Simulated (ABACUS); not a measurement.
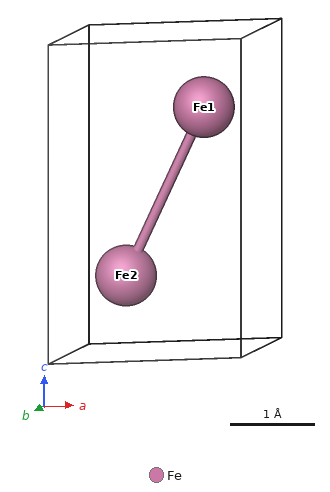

Fig. 1: The input geometry (ball-and-stick view of the cell of the calculation, seen at an oblique angle; atoms are numbered from 1 in the order of the input).

Geometry relaxation of Fe (part 1 of 3)

System: Fe (P6₃/mmc, 2 atoms in the cell).
Method: Kohn-Sham DFT of a periodic cell, PBE, PseudoDojo NC SR 0.4.1 PBE standard, spin-polarised (ABACUS 3.10.1).

The structure derives from a Materials Project entry.

### Input file
```python
"""Relaxation by an ASE optimiser with ABACUS as a small file-based calculator."""
import re
import subprocess
import numpy as np
from ase.calculators.calculator import Calculator, all_changes
from ase.filters import FrechetCellFilter
from ase.io import read
from ase.optimize import BFGS
from ase.stress import full_3x3_to_voigt_6_stress
from ase.units import Bohr, GPa

atoms = read("POSCAR")
atoms = atoms[(-atoms.numbers).argsort(kind="stable")]  # ABACUS lists atoms element by element
pseudo = {'Fe': 'Fe.upf'}
orbital = {}
magmoms = [3.0, 3.0]
kmesh = [10, 10, 6]
params = {
    'suffix': 'Fe',
    'calculation': 'scf',
    'basis_type': 'pw',
    'pseudo_dir': './',
    'symmetry': 1,
    'dft_functional': 'pbe',
    'ecutwfc': 90,
    'pseudo_rcut': 10,
    'nspin': 2,
    'nbands': 23,
    'ks_solver': 'dav',
    'smearing_method': 'fd',
    'smearing_sigma': 0.00367493,
    'scf_thr': 1e-08,
    'scf_nmax': 100,
    'mixing_type': 'broyden',
    'mixing_beta': 0.4,
    'cal_force': 1,
    'cal_stress': 1,
    'kpar': 4,
}


def write_input(atoms):
    symbols = atoms.get_chemical_symbols()
    elements = list(dict.fromkeys(symbols))
    lines = ["ATOMIC_SPECIES"] + [f"{e} {atoms.get_masses()[symbols.index(e)]:.4f} {pseudo[e]}" for e in elements]
    if orbital:
        lines += ["", "NUMERICAL_ORBITAL"] + [orbital[e] for e in elements]
    lines += ["", "LATTICE_CONSTANT", f"{1 / Bohr:.10f}", "", "LATTICE_VECTORS"]
    lines += [" ".join(f"{x:.10f}" for x in v) for v in atoms.cell]
    lines += ["", "ATOMIC_POSITIONS", "Direct"]
    for e in elements:
        lines += ["", e, "0.0", str(symbols.count(e))]
        for i, p in enumerate(atoms.get_scaled_positions(wrap=False)):
            if symbols[i] == e:
                mag = "" if magmoms is None else " mag " + " ".join(str(x) for x in (magmoms[i] if isinstance(magmoms[i], list) else [magmoms[i]]))
                lines.append(" ".join(f"{x:.10f}" for x in p) + " 1 1 1" + mag)
    open("STRU", "w").write("\n".join(lines) + "\n")
    open("KPT", "w").write("K_POINTS\n0\nGamma\n%d %d %d 0 0 0\n" % tuple(kmesh))
    open("INPUT", "w").write("INPUT_PARAMETERS\n" + "".join(f"{k:<20s}{v}\n" for k, v in params.items()))


class Abacus(Calculator):
    implemented_properties = ["energy", "free_energy", "forces", "stress"]

    def calculate(self, atoms=None, properties=("energy",), system_changes=all_changes):
        super().calculate(atoms, properties, system_changes)
        write_input(self.atoms)
        subprocess.run(['mpirun', '-np', '4', 'abacus'], check=True)
        log = open("OUT.Fe/running_scf.log").read()
        if "charge density convergence is achieved" not in log:
            raise RuntimeError("SCF not converged")
        rows = lambda title, n: np.array([l.split()[-3:] for l in log.split(title)[-1].split("\n")[2:2 + n]], float)
        energy = float(re.findall(r"FINAL_ETOT_IS (\S+)", log)[-1])
        stress = -rows("TOTAL-STRESS", 3) / 10 * GPa  # ABACUS prints kbar, compression positive
        self.results = dict(energy=energy, free_energy=energy, forces=rows("TOTAL-FORCE", len(self.atoms)), stress=full_3x3_to_voigt_6_stress(stress))


atoms.calc = Abacus()
opt = BFGS(FrechetCellFilter(atoms), logfile="opt.log", trajectory="relax.traj")
print("optimiser converged:", opt.run(fmax=0.03, steps=60))
```

### File POSCAR
```
Fe
1.0
    2.4341575853      0.0000000000      0.0000000000
   -1.2170787927      2.1080423057      0.0000000000
    0.0000000000      0.0000000000      3.8419344700
Fe
2
Direct
    0.6666666667      0.3333333333      0.7500000000
    0.3333333333      0.6666666667      0.2500000000
```

### File INPUT
```
INPUT_PARAMETERS
suffix              Fe
calculation         scf
basis_type          pw
pseudo_dir          ./
symmetry            1
dft_functional      pbe
ecutwfc             90
pseudo_rcut         10
nspin               2
nbands              23
ks_solver           dav
smearing_method     fd
smearing_sigma      0.00367493
scf_thr             1e-08
scf_nmax            100
mixing_type         broyden
mixing_beta         0.4
cal_force           1
cal_stress          1
kpar                4
```

### File STRU
```
ATOMIC_SPECIES
Fe 55.8450 Fe.upf

LATTICE_CONSTANT
1.8897261258

LATTICE_VECTORS
2.4624650212 0.0000000000 -0.0000000000
-1.2312325106 2.1325572643 0.0000000000
-0.0000000000 -0.0000000000 3.8798202247

ATOMIC_POSITIONS
Direct

Fe
0.0
2
0.6666666667 0.3333333333 0.7500000000 1 1 1 mag 3.0
0.3333333333 0.6666666667 0.2500000000 1 1 1 mag 3.0
```

### File KPT
```
K_POINTS
0
Gamma
10 10 6 0 0 0
```

Launched with:
```bash
OMP_NUM_THREADS=1 python run_abacus.py > log
```

### Output
```
ABACUS v3.10.1

               Atomic-orbital Based Ab-initio Computation at UStc

 ------------------------------------------------------------------------------------

 READING GENERAL INFORMATION
                           global_out_dir = OUT.Fe/
                           global_in_card = INPUT
                               pseudo_dir = ./
                              orbital_dir =
                                    DSIZE = 4
                                    GSIZE = 1

 READING UNITCELL INFORMATION
                                    ntype = 1
                  lattice constant (Bohr) = 1.88973
              lattice constant (Angstrom) = 1

 READING ATOM TYPE 1
                               atom label = Fe
                      L=0, number of zeta = 1
                      L=1, number of zeta = 1
                      L=2, number of zeta = 1
             number of atom for this type = 2
               magnetization of element 1 = 3

                        TOTAL ATOM NUMBER = 2
DIRECT COORDINATES
    atom                   x                   y                   z     mag                  vx                  vy                  vz
taud_Fe1            0.6666666667        0.3333333333        0.7500000000  3.0000        0.0000000000        0.0000000000        0.0000000000
taud_Fe2            0.3333333333        0.6666666667        0.2500000000  3.0000        0.0000000000        0.0000000000        0.0000000000

                          Volume (Bohr^3) = 137.492
                             Volume (A^3) = 20.3743

 Lattice vectors: (Cartesian coordinate: in unit of a_0)
             +2.46247                  +0                  -0
             -1.23123            +2.13256                  +0
                   -0                  -0            +3.87982
 Reciprocal vectors: (Cartesian coordinate: in unit of 2 pi/a_0)
            +0.406097            +0.23446                  +0
                   -0           +0.468921                  -0
                   +0                  -0           +0.257744
 The esolver type has been set to : ksdft_pw

                PAO radial cut off (Bohr) = 10

 Read in pseudopotential file is Fe.upf
                     pseudopotential type = NC
          exchange-correlation functional = PBE
                 nonlocal core correction = 1
                        valence electrons = 16
                                     lmax = 2
                           number of zeta = 4
                     number of projectors = 6
                           L of projector = 0
                           L of projector = 0
                           L of projector = 1
                           L of projector = 1
                           L of projector = 2
                           L of projector = 2
     initial pseudo atomic orbital number = 20
 The readin total magnetization is 6

 SETUP THE ELECTRONS NUMBER
            electron number of element Fe = 16
      total electron number of element Fe = 32
            AUTOSET number of electrons:  = 32
                           occupied bands = 16
                                   NBANDS = 23
                                   NLOCAL = 18

%%%%%%%%%%%%%%%%%%%%%%%%%%%%%%%%%%%%%%%%%%%%%%%%%%%%%%%%%%%%%%%%%%%%%%%%%%%%%%%%%%%%%%%%%%%%%%%%%%%%%%%%%%
 Warning: the number of valence electrons in pseudopotential > 8 for Fe: [Ar] 3d6 4s2
 Pseudopotentials with additional electrons can yield (more) accurate outcomes, but may be less efficient.
 If you're confident that your chosen pseudopotential is appropriate, you can safely ignore this warning.
%%%%%%%%%%%%%%%%%%%%%%%%%%%%%%%%%%%%%%%%%%%%%%%%%%%%%%%%%%%%%%%%%%%%%%%%%%%%%%%%%%%%%%%%%%%%%%%%%%%%%%%%%%

 SETUP THE PLANE WAVE BASIS
 energy cutoff for charge/potential (unit:Ry) = 360
            fft grid for charge/potential = [ 30, 30, 45 ]
                        fft grid division = [ 1, 1, 1 ]
        big fft grid for charge/potential = [ 30, 30, 45 ]
                                     nbxx = 40500
                                     nrxx = 40500

 SETUP PLANE WAVES FOR CHARGE/POTENTIAL
                    number of plane waves = 15831
                         number of sticks = 547

 PARALLEL PW FOR CHARGE/POTENTIAL
     PROC   COLUMNS(POT)             PW
        1            547          15831
 --------------- sum -------------------
        1            547          15831
                            number of |g| = 821
                                  max |g| = 32.5575
                                  min |g| = 0

----------- Double Check Mixing Parameters Begin ------------
mixing_type: broyden
mixing_beta: 0.4
mixing_gg0: 1
mixing_gg0_min: 0.1
mixing_beta_mag: 1.6
mixing_gg0_mag: 0
mixing_ndim: 8
----------- Double Check Mixing Parameters End ------------

 LATTICE VECTORS: (CARTESIAN COORDINATE: IN UNIT OF A0)
             +2.46247                  +0                  -0
             -1.23123            +2.13256                  +0
                   -0                  -0            +3.87982
                       right hand lattice = 1
                                   NORM_A = 2.46247
                                   NORM_B = 2.46247
                                   NORM_C = 3.87982
                           ALPHA (DEGREE) = 90
                           BETA  (DEGREE) = 90
                           GAMMA (DEGREE) = 120

 The lattice vectors have been changed (STRU_SIMPLE.cif)

(for optimal symmetric configuration:)
                             BRAVAIS TYPE = 4
                     BRAVAIS LATTICE NAME = 04. Hexagonal cell
                                    ibrav = 4
                                    IBRAV = 4
                                  BRAVAIS = HEXAGONAL CELL
                       LATTICE CONSTANT A = 2.46247
                                C/A RATIO = 1.57558
Original cell was already a primitive cell.
                        ROTATION MATRICES = 24
              PURE POINT GROUP OPERATIONS = 12
                   SPACE GROUP OPERATIONS = 24
                                       C2 = 3
                                       C3 = 2
                                       C4 = 0
                                       C6 = 0
                                       S1 = 3
                                       S3 = 0
                                       S4 = 0
                                       S6 = 2
                              POINT GROUP = D_3d
                                       C2 = 7
                                       C3 = 2
                                       C4 = 0
                                       C6 = 2
                                       S1 = 7
                                       S3 = 2
                                       S4 = 0
                                       S6 = 2
               POINT GROUP IN SPACE GROUP = D_6h

 SETUP K-POINTS
                                    nspin = 2
                   Input type of k points = Monkhorst-Pack(Gamma)
                                   nkstot = 600
                       right hand lattice = 1
(for reciprocal lattice: )
                             BRAVAIS TYPE = 4
                     BRAVAIS LATTICE NAME = 04. Hexagonal cell
                                    ibrav = 4
                       right hand lattice = 1
(for k-lattice: )
                             BRAVAIS TYPE = 4
                     BRAVAIS LATTICE NAME = 04. Hexagonal cell
                                    ibrav = 4
                       right hand lattice = 1
                        ROTATION MATRICES = 24
                               nkstot_ibz = 56
K-POINTS REDUCTION ACCORDING TO SYMMETRY
     IBZ    DIRECT_X    DIRECT_Y    DIRECT_Z  WEIGHT  ibz2bz
       1  0.00000000  0.00000000  0.00000000  0.0017       0
       2 -0.10000000  0.10000000  0.00000000  0.0100       1
       3 -0.20000000  0.20000000  0.00000000  0.0100       2
       4 -0.30000000  0.30000000  0.00000000  0.0100       3
       5 -0.40000000  0.40000000  0.00000000  0.0100       4
       6  0.50000000  0.50000000  0.00000000  0.0050       5
       7 -0.10000000  0.20000000  0.00000000  0.0100      11
       8 -0.20000000  0.30000000  0.00000000  0.0200      12
       9 -0.30000000  0.40000000  0.00000000  0.0200      13
      10  0.50000000  0.40000000  0.00000000  0.0200      14
      11 -0.20000000  0.40000000  0.00000000  0.0100      22
      12  0.50000000  0.30000000  0.00000000  0.0200      23
      13  0.40000000  0.40000000  0.00000000  0.0100      24
      14  0.40000000  0.30000000  0.00000000  0.0100      33
      15  0.00000000  0.00000000  0.16666667  0.0033     100
      16 -0.10000000  0.10000000  0.16666667  0.0200     101
      17 -0.20000000  0.20000000  0.16666667  0.0200     102
      18 -0.30000000  0.30000000  0.16666667  0.0200     103
      19 -0.40000000  0.40000000  0.16666667  0.0200     104
      20  0.50000000  0.50000000  0.16666667  0.0100     105
      21 -0.10000000  0.20000000  0.16666667  0.0200     111
      22 -0.20000000  0.30000000  0.16666667  0.0400     112
      23 -0.30000000  0.40000000  0.16666667  0.0400     113
      24  0.50000000  0.40000000  0.16666667  0.0400     114
      25 -0.20000000  0.40000000  0.16666667  0.0200     122
      26  0.50000000  0.30000000  0.16666667  0.0400     123
      27  0.40000000  0.40000000  0.16666667  0.0200     124
      28  0.40000000  0.30000000  0.16666667  0.0200     133
      29  0.00000000  0.00000000  0.33333333  0.0033     200
      30 -0.10000000  0.10000000  0.33333333  0.0200     201
[... 26 further k points ...]

                               nkstot now = 56
[... K-POINTS DIRECT COORDINATES: 56 rows ...]

           k-point number in this process = 14
       minimum distributed K point number = 14
[... stars of the k points ...]
                             nks(nspin=2) = 28
                          nkstot(nspin=2) = 112

[... K-POINTS CARTESIAN COORDINATES: 28 rows ...]

[... K-POINTS DIRECT COORDINATES: 28 rows ...]

 SETUP PLANE WAVES FOR WAVE FUNCTIONS
     energy cutoff for wavefunc (unit:Ry) = 90
              fft grid for wave functions = [ 30, 30, 45 ]
                    number of plane waves = 2929
                         number of sticks = 169

 PARALLEL PW FOR WAVE FUNCTIONS
     PROC   COLUMNS(POT)             PW
        1            169           2929
 --------------- sum -------------------
        1            169           2929

 SETUP NONLOCAL PSEUDOPOTENTIALS IN PLANE WAVE BASIS
 Fe non-local projectors:
 projector 1 L=0
 projector 2 L=0
 projector 3 L=1
 projector 4 L=1
 projector 5 L=2
 projector 6 L=2
      TOTAL NUMBER OF NONLOCAL PROJECTORS = 36

 Init Non-Local PseudoPotential table :
 Init Non-Local-Pseudopotential done.

                                     npwx = 2009

 Make real space PAO into reciprocal space.
       max mesh points in Pseudopotential = 1001
     dq(describe PAO in reciprocal space) = 0.01
                                    max q = 1143

 number of pseudo atomic orbitals for Fe is 4
WARNING: norm of atomic wavefunction # 4 of atomic type Fe is 0.999905, renormalized

 -------------------------------------------
 SELF-CONSISTENT
 -------------------------------------------
                                 init_chg = atomic

 PW ALGORITHM --------------- ION=   1  ELEC=   1--------------------------------
 Notice: Threshold on eigenvalues was too large.
 hsover_error=0.32 > DRHO=0.0763628
 Origin diag ethr = 0.01
 New diag ethr = 0.000238634
          total magnetism (Bohr mag/cell) = 4.64442
       absolute magnetism (Bohr mag/cell) = 4.65993
                        nelec for spin up = 18.3222
                      nelec for spin down = 13.6778

 Density error is 0.0773006393009
                          Error Threshold = 0.000238633701594
----------------------------------------------------------
     Energy           Rydberg                 eV
----------------------------------------------------------
 E_KohnSham     -501.2744474891      -6820.1887476536
 E_Harris       -503.9396864418      -6856.4511839413
 E_Fermi        1.5971996660         21.7310163009
----------------------------------------------------------

 PW ALGORITHM --------------- ION=   1  ELEC=   2--------------------------------
          total magnetism (Bohr mag/cell) = 3.75678053598
       absolute magnetism (Bohr mag/cell) = 3.96973739484
                        nelec for spin up = 17.878390268
                      nelec for spin down = 14.121609732
```
